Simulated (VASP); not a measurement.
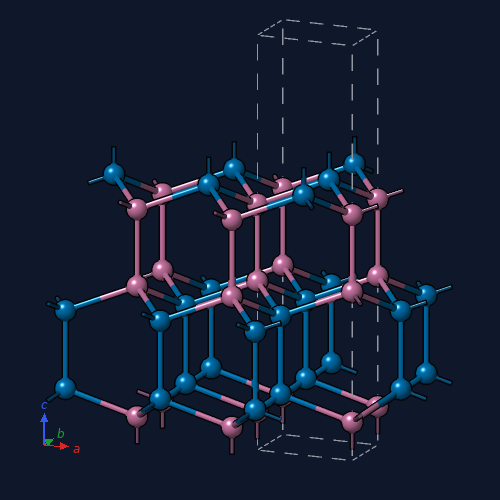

The picture shows a finite piece of the underlying net of a crystal structure, nodes on the atoms' positions. Nodes are coloured by topological kind. Short stubs are edges that leave the cut-out.

Describe the net.

A binodal (4,4)-connected, three-periodic net.

Give point symbol and coordination sequence of each kind of node.

4-connected node: 6^6, sequence 4, 12, 24, 42, 66, 96; 4-connected node: 6^6, sequence 4, 12, 25, 44, 67, 96.

Origin of the net. C (space group P6_3/mmc, No. 194). Coordinates: the end point of a relaxation with VASP Kohn-Sham DFT of a periodic cell, PBE with D3(BJ), VASP PAW PBE potentials, recommended in VASP. Bonds are taken as C–C below 1.8 Å; no other contact counts. Atoms with one bond or none are removed and atoms with two bonds are replaced by edges, until no such atom is left. C(4f) is a 4-connected node; C(4e) is a 4-connected node, in the ratio 1:1.
